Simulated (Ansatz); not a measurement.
Input file:

```
crystal:
  lattice:
    - [-3.0877629443, 3.0877629443, 2.5236412193]
    - [3.0877629443, -3.0877629443, 2.5236412193]
    - [3.0877629443, 3.0877629443, -2.5236412193]
  atoms:
    - { symbol: Ta, position: [0.66359321, 0.83640679, 0.5] }
    - { symbol: Ta, position: [0.83640679, 0.33640679, 0.17281358] }
    - { symbol: Ta, position: [0.33640679, 0.16359321, 0.5] }
    - { symbol: Ta, position: [0.16359321, 0.66359321, 0.82718642] }
    - { symbol: Si, position: [0.25, 0.25, 0.0] }
    - { symbol: Si, position: [0.75, 0.75, 0.0] }
basis:
  ecutwfc: 420
kpoints:
  mp_grid: { grid: [10, 10, 10] }
hamiltonian:
  xc: pbesol
scf:
  occupations: { method: gaussian, width: 0.1 }
output:
  forces: true
  stress: true
  eigenvalues: true
  write_density: true
  write_potential: true
  elf: true
  volumetric_format: npy
relax:
  adjacent_minimum: "off"
  f_tol: 0.005
  max_steps: 80
  cell: { stress_tol: 0.05 }
```

Launched as:

```sh
ansatz run input.yaml --threads 4 --pin off --max-ram 12288MiB --backend cpu --events-out ev --progress --plain --runs-dir out
```

Below, planes, directions and counts refer to the conventional cell (a = 6.14 Å, b = 6.14 Å, c = 5.04 Å, α = 90.00°, β = 90.00°, γ = 90.00°).

The fields are those of the run's last geometry, not of the input's.

Space group I4/mcm; a structure from a database of computed crystals, not necessarily the ambient phase.

All numbers below come from DFT PBEsol, scalar-relativistic, plane waves, PAW in Ansatz.

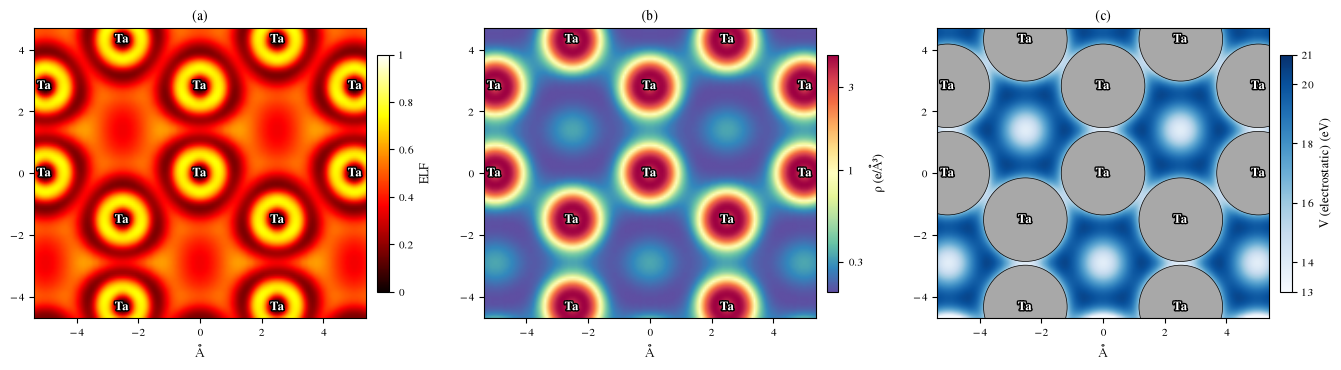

Ta₂Si. (a) ELF; (b) valence charge density (pseudo); (c) electrostatic potential energy of an electron on the (110) plane of the conventional cell. Grey discs cover the atomic cores in the potential map.

The density is the valence pseudo-density of a PAW calculation; it isn't the true density close to the nuclei.

> Interpret the plot.

- The plane passes through Ta nuclei.
- Ta–Ta (2.83 Å): ρ at the midpoint is about 0.32 e/Å³; the ELF is about 0.35 at the midpoint.
- Ta–Ta (2.94 Å): ρ at the midpoint is about 0.3 e/Å³; the ELF is about 0.35 at the midpoint.
- Between the atoms the lowest density in this plane is 0.2 e/Å³.
- The features right at Ta lie inside the PAW spheres, where the map follows smoothed inner orbitals and isn't to be read closely.
- Outside the cores the potential energy rises away from the atoms and is highest about 1.9 Å from the nearest atoms; its zero is arbitrary.
